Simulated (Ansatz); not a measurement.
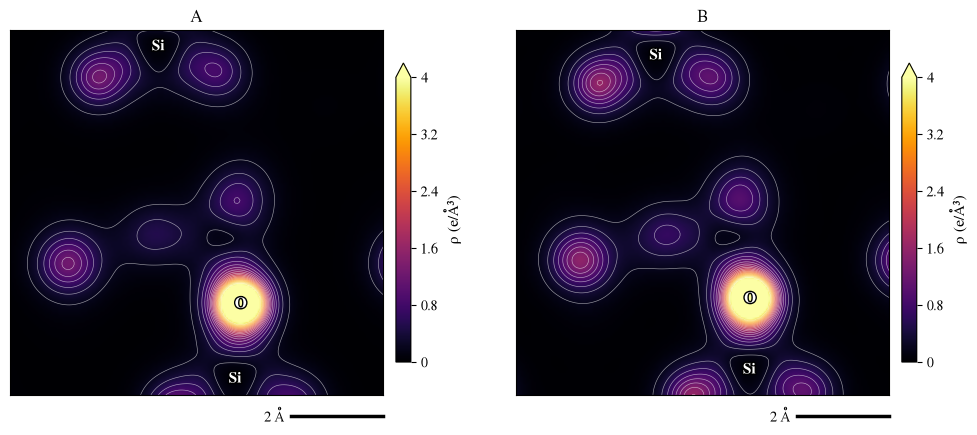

SiO₂. The valence electron density of two cells that differ in size and shape, on the (111) plane of each (indices in the axes of the calculation cell), at one length scale and on one colour scale; one has 11.9 and the other 13.9 Å³ an atom.

Space group P6₂22.

Method: DFT PBE, scalar-relativistic, plane waves, PAW in Ansatz.

Core electrons are frozen (PAW), and the valence fields are smoothed inside the atomic spheres.

The larger cell:

```cif
data_structure
_symmetry_space_group_name_H-M 'P 1'
_symmetry_Int_Tables_number 1
_cell_length_a 5.3091
_cell_length_b 5.3091
_cell_length_c 5.1379
_cell_angle_alpha 90.000
_cell_angle_beta 90.000
_cell_angle_gamma 120.000
_cell_volume 125.42
loop_
_atom_site_label
_atom_site_type_symbol
_atom_site_fract_x
_atom_site_fract_y
_atom_site_fract_z
_atom_site_occupancy
Si1 Si 0.50000 0.00000 0.00000 1
Si2 Si 0.50000 0.50000 0.33333 1
Si3 Si 0.00000 0.50000 0.66667 1
O1 O 0.41593 0.20796 0.16667 1
O2 O 0.20796 0.41593 0.50000 1
O3 O 0.79204 0.20796 0.83333 1
O4 O 0.58407 0.79204 0.16667 1
O5 O 0.79204 0.58407 0.50000 1
O6 O 0.20796 0.79204 0.83333 1
```

The smaller cell: a = 4.901 Å, b = 4.901 Å, c = 5.138 Å, α = 90.00°, β = 90.00°, γ = 120.00°.

### Which panel shows the smaller cell, and what does the compression change?

Panel B is the smaller cell, by 15 % in volume. From the larger cell to the smaller, Si–O goes from 1.63 to 1.54 Å, and the density at its midpoint from 1.2 to 1.5 e/Å³; the pressure goes from −0.3 to 40 GPa; the Kohn–Sham gap goes from 5.4 eV to 6.3 eV.
